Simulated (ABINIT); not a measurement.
# Run report: InAs, geometry relaxation (part 2 of 2)

InAs (F-43m, 2 atoms in the cell); Kohn-Sham DFT of a periodic cell, PBEsol, JTH PAW PBE v2.0, no spin polarisation (ABINIT 10.8.3); cutoff 598.65 eV, 6×6×6 k-mesh, fermi-dirac of 0.05 eV. The structure derives from an entry of the Crystallography Open Database.

Geometry of the input (Å; fractional positions):
```
0.0000  3.0180  3.0180
3.0180  0.0000  3.0180
3.0180  3.0180  0.0000
In 0.0000  0.0000  0.0000
As 0.7500  0.7500  0.7500
```

## The program's output, continued
```
 Cartesian coordinates (xcart) [bohr]
  2.95572977988503E-30  2.30071567312124E-47 -2.95572977988503E-30
  8.56905714409590E+00  8.56905714409590E+00  8.56905714409590E+00
 Reduced coordinates (xred)
 -5.17395857592373E-31 -7.41654907907437E-48  5.17395857592373E-31
  7.50000000000000E-01  7.50000000000000E-01  7.50000000000000E-01
 Cartesian forces (fcart) [Ha/bohr]; max,rms= 0.00000E+00 0.00000E+00 (free atoms)
 -0.00000000000000E+00 -0.00000000000000E+00 -0.00000000000000E+00
 -0.00000000000000E+00 -0.00000000000000E+00 -0.00000000000000E+00
 Gradient of E wrt nuclear positions in reduced coordinates (gred)
  0.00000000000000E+00  0.00000000000000E+00  0.00000000000000E+00
  0.00000000000000E+00  0.00000000000000E+00  0.00000000000000E+00
 Scale of Primitive Cell (acell) [bohr]
  8.07898455328699E+00  8.07898455328699E+00  8.07898455328699E+00
 Real space primitive translations (rprimd) [bohr]
  0.00000000000000E+00  5.71270476273060E+00  5.71270476273060E+00
  5.71270476273060E+00  0.00000000000000E+00  5.71270476273060E+00
  5.71270476273060E+00  5.71270476273060E+00  0.00000000000000E+00
 Unitary Cell Volume (ucvol) [Bohr^3]=  3.72868190804144E+02
 Angles (23,13,12)= [degrees]
  6.00000000000000E+01  6.00000000000000E+01  6.00000000000000E+01
 Lengths [Bohr]
  8.07898455328699E+00  8.07898455328699E+00  8.07898455328699E+00
 Stress tensor in cartesian coordinates (strten) [Ha/bohr^3]
 -4.49872579610707E-05  0.00000000000000E+00  0.00000000000000E+00
  0.00000000000000E+00 -4.49872579610724E-05  0.00000000000000E+00
  0.00000000000000E+00  0.00000000000000E+00 -4.49872579610724E-05
 Total energy (etotal) [Ha]= -1.71897890670136E+02

 Difference of energy with previous step (new-old):
           Absolute (Ha)=-9.37583E-05
           Relative     =-5.45430E-07

--- Iteration: ( 3/50) Internal Cycle: (1/1)
--------------------------------------------------------------------------------

---SELF-CONSISTENT-FIELD CONVERGENCE--------------------------------------------

--- !BeginCycle
iteration_state: {dtset: 1, itime: 3, icycle: 1, }
solver: {iscf: 17, nstep: 80, nline: 4, wfoptalg: 10, }
tolerances: {tolvrs: 1.00E-10, }
...

     iter   Etot(hartree)      deltaE(h)  residm     nres2
 ETOT  1  -171.92157327819    -1.719E+02 1.568E-04 7.405E+00
 ETOT  2  -171.89826406927     2.331E-02 5.931E-05 5.929E-01
 ETOT  3  -171.89795925633     3.048E-04 3.396E-05 1.774E-01
 ETOT  4  -171.89802363703    -6.438E-05 1.809E-05 8.288E-03
 ETOT  5  -171.89805762764    -3.399E-05 9.780E-06 2.823E-03
 ETOT  6  -171.89807843966    -2.081E-05 9.409E-06 1.275E-04
 ETOT  7  -171.89808000213    -1.562E-06 3.599E-06 1.974E-05
 ETOT  8  -171.89808018884    -1.867E-07 3.987E-06 4.061E-07
 ETOT  9  -171.89808019236    -3.519E-09 1.342E-06 4.866E-08
 ETOT 10  -171.89808019235     1.194E-11 1.387E-06 3.507E-09
 ETOT 11  -171.89808019238    -3.828E-11 3.288E-06 4.111E-10
 ETOT 12  -171.89808019238    -4.832E-13 8.659E-07 3.508E-11

 At SCF step   12       nres2   =  3.51E-11 < tolvrs=  1.00E-10 =>converged.

 Cartesian components of stress tensor (hartree/bohr^3)
  sigma(1 1)= -1.67324369E-06  sigma(3 2)=  0.00000000E+00
  sigma(2 2)= -1.67324369E-06  sigma(3 1)=  0.00000000E+00
  sigma(3 3)= -1.67324369E-06  sigma(2 1)=  0.00000000E+00

--- !ResultsGS
iteration_state: {dtset: 1, itime: 3, icycle: 1, }
comment   : Summary of ground state results
lattice_vectors:
- [  0.0000000,   5.7541422,   5.7541422, ]
- [  5.7541422,   0.0000000,   5.7541422, ]
- [  5.7541422,   5.7541422,   0.0000000, ]
lattice_lengths: [   8.13759,    8.13759,    8.13759, ]
lattice_angles: [ 60.000,  60.000,  60.000, ] # degrees, (23, 13, 12)
lattice_volume:   3.8104105E+02
convergence: {deltae: -4.832E-13, res2:  3.508E-11, residm:  8.659E-07, diffor: null, }
etotal    :  -1.71898080E+02
entropy   :   0.00000000E+00
fermie    :   1.39233375E-01
cartesian_stress_tensor: # hartree/bohr^3
- [ -1.67324369E-06,   0.00000000E+00,   0.00000000E+00, ]
- [  0.00000000E+00,  -1.67324369E-06,   0.00000000E+00, ]
- [  0.00000000E+00,   0.00000000E+00,  -1.67324369E-06, ]
pressure_GPa:   4.9229E-02
xred      :
- [ -5.1740E-31,  -7.4165E-48,   5.1740E-31, In]
- [  7.5000E-01,   7.5000E-01,   7.5000E-01, As]
cartesian_forces: # hartree/bohr
- [ -0.00000000E+00,  -0.00000000E+00,  -0.00000000E+00, ]
- [ -0.00000000E+00,  -0.00000000E+00,  -0.00000000E+00, ]
force_length_stats: {min:   0.00000000E+00, max:   0.00000000E+00, mean:   0.00000000E+00, }
...

 Integrated electronic density in atomic spheres:
 ------------------------------------------------
 Atom  Sphere_radius  Integrated_density
    1        2.50645         11.20568687
    2        2.10392         12.68330848

---OUTPUT-----------------------------------------------------------------------

 Cartesian coordinates (xcart) [bohr]
  2.97716934383039E-30  2.92376538930382E-47 -2.97716934383039E-30
  8.63121331609868E+00  8.63121331609868E+00  8.63121331609868E+00
 Reduced coordinates (xred)
 -5.17395857592373E-31 -7.41654907907438E-48  5.17395857592373E-31
  7.50000000000000E-01  7.50000000000000E-01  7.50000000000000E-01
 Cartesian forces (fcart) [Ha/bohr]; max,rms= 0.00000E+00 0.00000E+00 (free atoms)
 -0.00000000000000E+00 -0.00000000000000E+00 -0.00000000000000E+00
 -0.00000000000000E+00 -0.00000000000000E+00 -0.00000000000000E+00
 Gradient of E wrt nuclear positions in reduced coordinates (gred)
  0.00000000000000E+00  0.00000000000000E+00  0.00000000000000E+00
  0.00000000000000E+00  0.00000000000000E+00  0.00000000000000E+00
 Scale of Primitive Cell (acell) [bohr]
  8.13758595424134E+00  8.13758595424134E+00  8.13758595424134E+00
 Real space primitive translations (rprimd) [bohr]
  0.00000000000000E+00  5.75414221073245E+00  5.75414221073245E+00
  5.75414221073245E+00  0.00000000000000E+00  5.75414221073245E+00
  5.75414221073245E+00  5.75414221073245E+00  0.00000000000000E+00
 Unitary Cell Volume (ucvol) [Bohr^3]=  3.81041053144080E+02
 Angles (23,13,12)= [degrees]
  6.00000000000000E+01  6.00000000000000E+01  6.00000000000000E+01
 Lengths [Bohr]
  8.13758595424134E+00  8.13758595424134E+00  8.13758595424134E+00
 Stress tensor in cartesian coordinates (strten) [Ha/bohr^3]
 -1.67324369279923E-06  0.00000000000000E+00  0.00000000000000E+00
  0.00000000000000E+00 -1.67324369280270E-06  0.00000000000000E+00
  0.00000000000000E+00  0.00000000000000E+00 -1.67324369280096E-06
 Total energy (etotal) [Ha]= -1.71898080192384E+02

 Difference of energy with previous step (new-old):
           Absolute (Ha)=-1.89522E-04
           Relative     =-1.10253E-06

--- Iteration: ( 4/50) Internal Cycle: (1/1)
--------------------------------------------------------------------------------

---SELF-CONSISTENT-FIELD CONVERGENCE--------------------------------------------

--- !BeginCycle
iteration_state: {dtset: 1, itime: 4, icycle: 1, }
solver: {iscf: 17, nstep: 80, nline: 4, wfoptalg: 10, }
tolerances: {tolvrs: 1.00E-10, }
...

     iter   Etot(hartree)      deltaE(h)  residm     nres2
 ETOT  1  -171.89811573923    -1.719E+02 4.859E-07 1.090E-02
 ETOT  2  -171.89808142245     3.432E-05 1.264E-06 8.220E-04
 ETOT  3  -171.89808057130     8.511E-07 1.916E-07 2.650E-04
 ETOT  4  -171.89808041716     1.541E-07 4.836E-07 1.322E-05
 ETOT  5  -171.89808044970    -3.254E-08 1.131E-07 3.942E-06
 ETOT  6  -171.89808047073    -2.104E-08 2.294E-07 1.563E-07
 ETOT  7  -171.89808047260    -1.870E-09 5.447E-08 3.138E-08
 ETOT  8  -171.89808047287    -2.623E-10 1.748E-07 8.013E-10
 ETOT  9  -171.89808047287    -2.757E-12 3.241E-08 4.744E-11

 At SCF step    9       nres2   =  4.74E-11 < tolvrs=  1.00E-10 =>converged.

 Cartesian components of stress tensor (hartree/bohr^3)
  sigma(1 1)= -5.57719702E-08  sigma(3 2)=  0.00000000E+00
  sigma(2 2)= -5.57719702E-08  sigma(3 1)=  0.00000000E+00
  sigma(3 3)= -5.57719702E-08  sigma(2 1)=  0.00000000E+00

--- !ResultsGS
iteration_state: {dtset: 1, itime: 4, icycle: 1, }
comment   : Summary of ground state results
lattice_vectors:
- [  0.0000000,   5.7557794,   5.7557794, ]
- [  5.7557794,   0.0000000,   5.7557794, ]
- [  5.7557794,   5.7557794,   0.0000000, ]
lattice_lengths: [   8.13990,    8.13990,    8.13990, ]
lattice_angles: [ 60.000,  60.000,  60.000, ] # degrees, (23, 13, 12)
lattice_volume:   3.8136640E+02
convergence: {deltae: -2.757E-12, res2:  4.744E-11, residm:  3.241E-08, diffor: null, }
etotal    :  -1.71898080E+02
entropy   :   0.00000000E+00
fermie    :   1.38938938E-01
cartesian_stress_tensor: # hartree/bohr^3
- [ -5.57719702E-08,   0.00000000E+00,   0.00000000E+00, ]
- [  0.00000000E+00,  -5.57719702E-08,   0.00000000E+00, ]
- [  0.00000000E+00,   0.00000000E+00,  -5.57719702E-08, ]
pressure_GPa:   1.6409E-03
xred      :
- [ -5.1740E-31,  -7.4165E-48,   5.1740E-31, In]
- [  7.5000E-01,   7.5000E-01,   7.5000E-01, As]
cartesian_forces: # hartree/bohr
- [ -5.48221775E-30,  -5.48221775E-30,   1.64466533E-29, ]
- [  5.48221775E-30,   5.48221775E-30,  -1.64466533E-29, ]
force_length_stats: {min:   1.81824593E-29, max:   1.81824593E-29, mean:   1.81824593E-29, }
...

 Integrated electronic density in atomic spheres:
 ------------------------------------------------
 Atom  Sphere_radius  Integrated_density
    1        2.50645         11.20660831
    2        2.10392         12.68458469

---OUTPUT-----------------------------------------------------------------------

 Cartesian coordinates (xcart) [bohr]
  2.97801643671286E-30 -7.79407222888489E-47 -2.97801643671286E-30
  8.63366915200277E+00  8.63366915200277E+00  8.63366915200277E+00
 Reduced coordinates (xred)
 -5.17395857592373E-31 -7.41654907907438E-48  5.17395857592373E-31
  7.50000000000000E-01  7.50000000000000E-01  7.50000000000000E-01
 Cartesian forces (fcart) [Ha/bohr]; max,rms= 1.64467E-29 1.04976E-29 (free atoms)
 -5.48221775469368E-30 -5.48221775469368E-30  1.64466532640810E-29
  5.48221775469368E-30  5.48221775469368E-30 -1.64466532640810E-29
 Gradient of E wrt nuclear positions in reduced coordinates (gred)
 -6.31088724176810E-29 -6.31088724176810E-29  6.31088724176809E-29
  6.31088724176810E-29  6.31088724176810E-29 -6.31088724176809E-29
 Scale of Primitive Cell (acell) [bohr]
  8.13990133853636E+00  8.13990133853636E+00  8.13990133853636E+00
 Real space primitive translations (rprimd) [bohr]
  0.00000000000000E+00  5.75577943466851E+00  5.75577943466851E+00
  5.75577943466851E+00  0.00000000000000E+00  5.75577943466851E+00
  5.75577943466851E+00  5.75577943466851E+00  0.00000000000000E+00
 Unitary Cell Volume (ucvol) [Bohr^3]=  3.81366398102800E+02
 Angles (23,13,12)= [degrees]
  6.00000000000000E+01  6.00000000000000E+01  6.00000000000000E+01
 Lengths [Bohr]
  8.13990133853636E+00  8.13990133853636E+00  8.13990133853636E+00
 Stress tensor in cartesian coordinates (strten) [Ha/bohr^3]
 -5.57719701792941E-08  0.00000000000000E+00  0.00000000000000E+00
  0.00000000000000E+00 -5.57719701792941E-08  0.00000000000000E+00
  0.00000000000000E+00  0.00000000000000E+00 -5.57719701792941E-08
 Total energy (etotal) [Ha]= -1.71898080472869E+02

 Difference of energy with previous step (new-old):
           Absolute (Ha)=-2.80485E-07
           Relative     =-1.63169E-09

 At Broyd/MD step   4, gradients are converged :
  max grad (force/stress) = 5.5772E-06 < tolmxf= 2.0000E-05 ha/bohr (free atoms)

================================================================================

 ----iterations are completed or convergence reached----

 Mean square residual over all n,k,spin=   20.600E-11; max=  32.409E-09
 reduced coordinates (array xred) for    2 atoms
      -0.000000000000     -0.000000000000      0.000000000000
       0.750000000000      0.750000000000      0.750000000000
 rms dE/dt=  9.5385E-29; max dE/dt=  1.3463E-28; dE/dt below (all hartree)
    1      -0.000000000000     -0.000000000000      0.000000000000
    2      -0.000000000000     -0.000000000000      0.000000000000

 cartesian coordinates (angstrom) at end:
    1      0.00000000000000    -0.00000000000000    -0.00000000000000
    2      4.56874095861661     4.56874095861661     4.56874095861661

 cartesian forces (hartree/bohr) at end:
    1     -0.00000000000000    -0.00000000000000     0.00000000000000
    2      0.00000000000000     0.00000000000000    -0.00000000000000
 frms,max,avg= 1.0497648E-29 1.6446653E-29   0.000E+00  0.000E+00  0.000E+00 h/b

 cartesian forces (eV/Angstrom) at end:
    1     -0.00000000000000    -0.00000000000000     0.00000000000000
    2      0.00000000000000     0.00000000000000    -0.00000000000000
 frms,max,avg= 5.3981075E-28 8.4572091E-28   0.000E+00  0.000E+00  0.000E+00 e/A
 length scales=  8.139901338536  8.139901338536  8.139901338536 bohr
              =  4.307450284430  4.307450284430  4.307450284430 angstroms
 Fermi (or HOMO) energy (hartree) =   0.13894   Average Vxc (hartree)=  -0.33488
 Eigenvalues (hartree) for nkpt=  16  k points:
 kpt#   1, nband= 18, wtk=  0.00463, kpt=  0.0000  0.0000  0.0000 (reduced coord)
  -1.14598   -1.14598   -1.14598   -1.14575   -1.14575   -0.38786   -0.38786   -0.38786
  -0.38354   -0.38354   -0.29459    0.12229    0.13762    0.13762    0.13762    0.27878
   0.27878    0.27878
      occupation numbers for kpt#   1
   2.00000    2.00000    2.00000    2.00000    2.00000    2.00000    2.00000    2.00000
   2.00000    2.00000    2.00000    1.99977    1.34504    1.34504    1.34504    0.00000
   0.00000    0.00000
 prteigrs : prtvol=0 or 1, do not print more k-points.

--- !EnergyTerms
iteration_state     : {dtset: 1, itime: 4, icycle: 1, }
comment             : Components of total free energy in Hartree
kinetic             :  1.79005545279233E+01
hartree             :  6.08602735658740E+01
xc                  : -9.61241014849896E+00
Ewald energy        : -9.20462080577372E+01
psp_core            :  3.60363084484733E+00
local_psp           : -1.61855293465091E+02
PAW spherical_terms :  9.25140574792204E+00
internal            : -1.71898046984761E+02
'-kT*entropy'       : -3.46689801037940E-05
total_energy        : -1.71898081653741E+02
total_energy_eV     : -4.67758509482313E+03
...

--- !EnergyTermsDC
iteration_state     : {dtset: 1, itime: 4, icycle: 1, }
comment             : '"Double-counting" decomposition of free energy'
band_energy         : -1.56199867395563E+01
Ewald energy        : -9.20462080577372E+01
psp_core            :  3.60363084484733E+00
xc_dc               : -6.29997900207885E+01
PAW spherical_terms : -4.83569183065455E+00
internal            : -1.71898045803889E+02
'-kT*entropy'       : -3.46689801037940E-05
total_energy_dc     : -1.71898080472869E+02
total_energy_dc_eV  : -4.67758506268997E+03
...

--- !EnergyTermsWithPAWCore
iteration_state     : {dtset: 1, itime: 4, icycle: 1, }
comment             : 'Components of total free energy, including PAW core contributions'
Total energy        : -8.13847936201939E+03
Total energy DC     : -8.13847936083852E+03
Total energy (eV)   : -2.21459305374855E+05
Total energy DC (eV): -2.21459305342722E+05
...

 Cartesian components of stress tensor (hartree/bohr^3)
  sigma(1 1)= -5.57719702E-08  sigma(3 2)=  0.00000000E+00
  sigma(2 2)= -5.57719702E-08  sigma(3 1)=  0.00000000E+00
  sigma(3 3)= -5.57719702E-08  sigma(2 1)=  0.00000000E+00

-Cartesian components of stress tensor (GPa)         [Pressure=  1.6409E-03 GPa]
- sigma(1 1)= -1.64086801E-03  sigma(3 2)=  0.00000000E+00
- sigma(2 2)= -1.64086801E-03  sigma(3 1)=  0.00000000E+00
- sigma(3 3)= -1.64086801E-03  sigma(2 1)=  0.00000000E+00

== END DATASET(S) ==============================================================
================================================================================

 -outvars: echo values of variables after computation  --------
            acell      8.1399013385E+00  8.1399013385E+00  8.1399013385E+00 Bohr
           etotal     -1.7189808047E+02
            fcart     -5.4822177547E-30 -5.4822177547E-30  1.6446653264E-29
                       5.4822177547E-30  5.4822177547E-30 -1.6446653264E-29
            rprim      0.0000000000E+00  7.0710678119E-01  7.0710678119E-01
                       7.0710678119E-01  0.0000000000E+00  7.0710678119E-01
                       7.0710678119E-01  7.0710678119E-01  0.0000000000E+00
           strten     -5.5771970179E-08 -5.5771970179E-08 -5.5771970179E-08
                       0.0000000000E+00  0.0000000000E+00  0.0000000000E+00
           xangst      1.5758984309E-30 -4.1244454009E-47 -1.5758984309E-30
                       4.5687409586E+00  4.5687409586E+00  4.5687409586E+00
             xred     -5.1739585759E-31 -7.4165490791E-48  5.1739585759E-31
                       7.5000000000E-01  7.5000000000E-01  7.5000000000E-01
 Calculation completed.
```

## Trajectory as extended XYZ (Å, eV, eV/Å), 4 frames, from step=0 to step=3
```
2
Lattice="0.0000 3.0180 3.0180 3.0180 0.0000 3.0180 3.0180 3.0180 0.0000" Properties=species:S:1:pos:R:3:forces:R:3 step=0 energy=-4677.57735
In    0.0000    0.0000    0.0000    0.0000   0.0000   0.0000
As    4.5270    4.5270    4.5270    0.0000   0.0000   0.0000
2
Lattice="0.0000 3.0230 3.0230 3.0230 0.0000 3.0230 3.0230 3.0230 0.0000" Properties=species:S:1:pos:R:3:forces:R:3 step=1 energy=-4677.57990
In    0.0000    0.0000    0.0000    0.0000   0.0000   0.0000
As    4.5346    4.5346    4.5346    0.0000   0.0000   0.0000
2
Lattice="0.0000 3.0450 3.0450 3.0450 0.0000 3.0450 3.0450 3.0450 0.0000" Properties=species:S:1:pos:R:3:forces:R:3 step=2 energy=-4677.58505
In    0.0000    0.0000    0.0000    0.0000   0.0000   0.0000
As    4.5674    4.5674    4.5674    0.0000   0.0000   0.0000
2
Lattice="0.0000 3.0458 3.0458 3.0458 0.0000 3.0458 3.0458 3.0458 0.0000" Properties=species:S:1:pos:R:3:forces:R:3 step=3 energy=-4677.58506
In    0.0000    0.0000    0.0000    0.0000   0.0000   0.0000
As    4.5687    4.5687    4.5687    0.0000   0.0000   0.0000
```

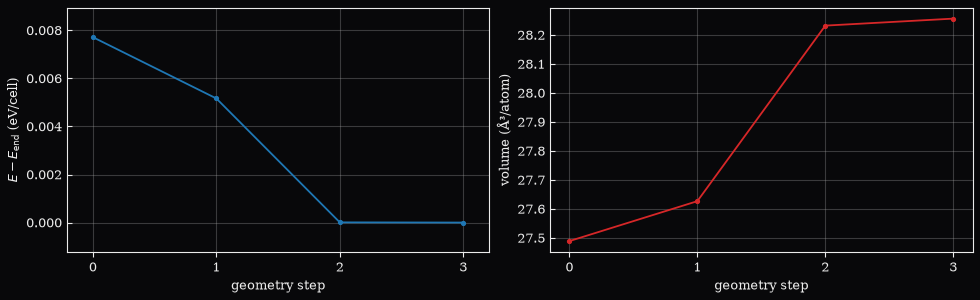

Figure 1. Progress of the relaxation, step by step (steps are counted from 0).

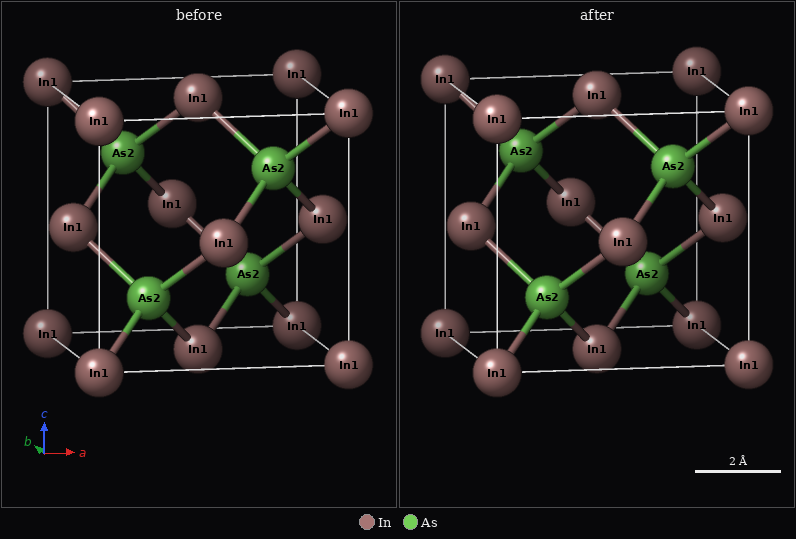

Figure 2. Before (left) and after (right) the relaxation, at one scale (ball-and-stick view of the cell 4 times as large as that of the calculation, set on its symmetry axes, seen slightly off an axis). After 3 geometry steps the energy has fallen by 7.7 meV per cell of the calculation. All forces vanish by symmetry, so only the cell relaxes. The atoms keep their places relative to the cell (all moves are under 0.005 Å). The drawn cell changes as follows: a = b = c 6.036 → 6.092 Å (+0.9 %); the volume changes by +2.8 %. Among the contacts that change: In1–As2 2.614 → 2.638 Å. The space group stays F-43m (No. 216). (Atoms are counted from 1 in the order of the input.)

## Key numbers

| quantity | value |
| --- | --- |
| outcome | converged |
| space group (tolerance 0.01 Å) | F-43m (216) |
| electrons treated | 28 |
| free energy | −4677.5851 eV |
| Fermi energy | 3.781 eV |
| gap on the k-point mesh | none (metallic) |
| pressure | 0.00 GPa |
| final volume | 56.51 Å³ |
| largest force (length of the vector) at the end | under 0.001 eV/Å |
| final cell | a = 4.307 Å, b = 4.307 Å, c = 4.307 Å, α = 60.00°, β = 60.00°, γ = 60.00° |
| hardware | 1 thread of Arm Neoverse V1, 24 GiB of memory available, shared host |
| wall time | 1.9 min |
| peak memory | 0.14 GiB |
